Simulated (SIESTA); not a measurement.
**Energy of PbO₂ along an even scaling of the cell**

System: PbO₂ (P4₂/mnm, 6 atoms in the cell).
Method: Kohn-Sham DFT of a periodic cell, PBEsol, PseudoDojo 0.4 standard, converted to PSML, no spin polarisation (SIESTA 5.4.2).

The 7 runs differ only in the geometry, by an even scaling of the cell at fixed fractional positions. The structure derives from a Materials Project entry.

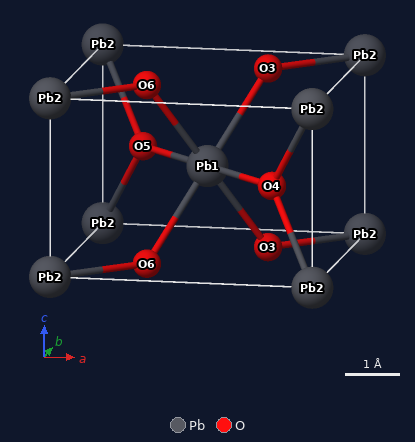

Figure 1. The structure of run 4 (ball-and-stick view of the cell of the calculation, seen slightly off an axis; atoms are numbered from 1 in the order of the input). An atom can appear more than once, as a periodic image.

## Input of run 4
```
SystemName                      PbO2
SystemLabel                     PbO2
NumberOfSpecies                 2
NumberOfAtoms                   6
%block ChemicalSpeciesLabel
  1  82 Pb
  2   8 O
%endblock ChemicalSpeciesLabel

LatticeConstant                 1.0 Ang
%block LatticeVectors
     4.9949598700     0.0000000000     0.0000000000
     0.0000000000     4.9949598700     0.0000000000
     0.0000000000     0.0000000000     3.4090009600
%endblock LatticeVectors
AtomicCoordinatesFormat         Fractional
%block AtomicCoordinatesAndAtomicSpecies
     0.5000000000     0.5000000000     0.5000000000  1  Pb
     0.0000000000     0.0000000000     0.0000000000  1  Pb
     0.6925710400     0.6925710400     0.0000000000  2  O
     0.8074289600     0.1925710400     0.5000000000  2  O
     0.1925710400     0.8074289600     0.5000000000  2  O
     0.3074289600     0.3074289600     0.0000000000  2  O
%endblock AtomicCoordinatesAndAtomicSpecies

%block kgrid.MonkhorstPack
    6   0   0  0.0
    0   6   0  0.0
    0   0   8  0.0
%endblock kgrid.MonkhorstPack
XC.Functional                   GGA
XC.Authors                      PBEsol
PAO.BasisSize                   DZP
PAO.EnergyShift                 0.003 Ry
Mesh.Cutoff                     800 Ry
OccupationFunction              FD
ElectronicTemperature           0.05 eV
MaxSCFIterations                120
SCF.MustConverge                false
SCF.Mixer.Method                Pulay
SCF.Mixer.Weight                0.25
SCF.Mixer.History               8
SCF.DM.Tolerance                5.0e-05
SCF.H.Tolerance                 1.0e-03 eV
WriteForces                     true
Charge.Mulliken                 end
Charge.Hirshfeld                end
Charge.Voronoi                  end
SaveRho                         true
SaveElectrostaticPotential      true
%block PAO.Basis
  Pb 4
  n=6 0 2
    6.155 0.000
  n=6 1 2
    8.826 0.000
  n=5 2 2
    4.164 0.000
  n=6 2 1
    8.826
%endblock PAO.Basis
```

Command:
```bash
siesta < PbO2.fdf > PbO2.out 2>&1
```

Lattice vectors (Å) and fractional positions of run 4:
```
   4.994960    0.000000    0.000000
   0.000000    4.994960    0.000000
   0.000000    0.000000    3.409001
Pb  0.500000  0.500000  0.500000
Pb  0.000000  0.000000  0.000000
O   0.692571  0.692571  0.000000
O   0.807429  0.192571  0.500000
O   0.192571  0.807429  0.500000
O   0.307429  0.307429  0.000000
```

Run 5 has the same physical settings and fractional positions; its lattice vectors (Å) are:
```
   5.028040    0.000000    0.000000
   0.000000    5.028040    0.000000
   0.000000    0.000000    3.431578
```

## Results, with one run withheld

```tsv
run	volume per atom (Å³)	free energy per atom, from the lowest run given (meV)	pressure (GPa)	gap on the mesh (eV)
1	13.325	73.95	17.90	0.00
2	13.609	46.24	13.55	0.10
3	13.892	25.69	9.74	0.08
4	14.176	11.60	6.28	0.00
5	14.459	?	?	?
6	14.743	0.00	0.51	0.00
7	15.026	1.32	−1.90	0.00
```

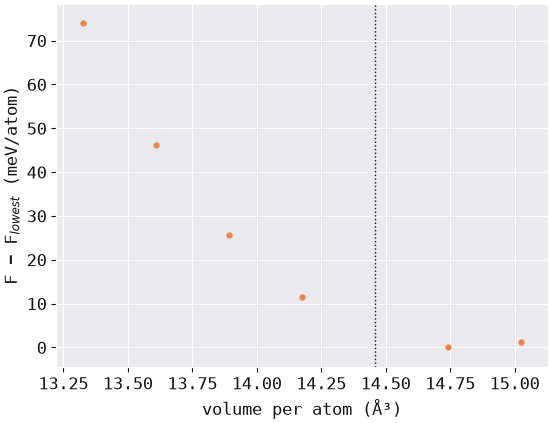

Figure 2. Free energy per atom of the runs given; the dotted line marks run 5.

What should run 5 give?

A cubic polynomial in V^(−2/3) (the Birch–Murnaghan form), fitted to the 6 runs given, misses them by at most 0.03 meV per atom. With x = V^(−2/3) − 0.17128 Å⁻², it reads F = 14.466 + 5461.9 x + 5.1892e+05 x² + 1.2406e+06 x³ (meV per atom). At run 5 it gives 3.24 meV per atom, and the run itself gives 3.28. The slope of the fit gives a pressure −dF/dV of 3.23 GPa there, and the run prints 3.23 GPa. The fit has its minimum at 14.797 Å³ per atom, where V d²F/dV² gives 132 GPa. Cell shape and fractional positions are held, so this is the stiffness under even scaling; the relaxed bulk modulus wasn't computed. The gap on the mesh lies between 0.00 eV (run 1) and 0.10 eV (run 2); run 5 has 0.00 eV. These are gaps of this functional on this mesh, which can miss the band edges; they aren't the measured gap.

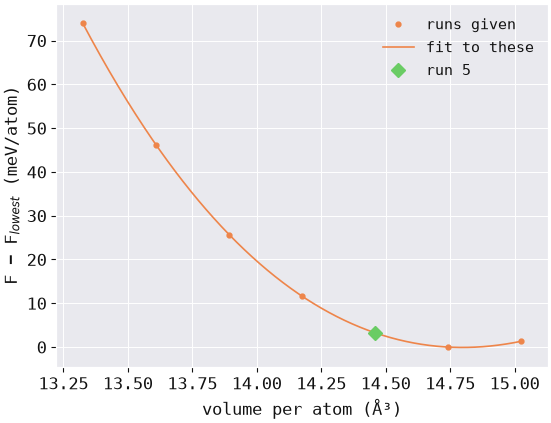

Figure 3. The fit and the withheld run.

## Some lines of the output (run 5)
```
[...]
outcell: Cell volume (Ang**3)        :     86.7544
stepf: Fermi-Dirac step function
siesta: Etot    =     -5604.383063
siesta: FreeEng =     -5604.383388
        iscf     Eharris(eV)        E_KS(eV)     FreeEng(eV)     dDmax    Ef(eV) dHmax(eV)
siesta: E_KS(eV) =            -5612.6876
siesta: E_KS - E_eggbox =     -5612.6876
siesta: Etot    =     -5612.687619
siesta: FreeEng =     -5612.693317
siesta:         Fermi =      -7.107164
siesta: Cell volume =         86.754358 Ang**3
    Orbital volume contribution        =           4.208972 eV
```

Notes: Points of doubt noted for this run: mulliken charges of long orbitals. Spin–orbit coupling is left out, which matters for Pb. With a small basis of atomic orbitals these values can differ much from converged plane-wave results.
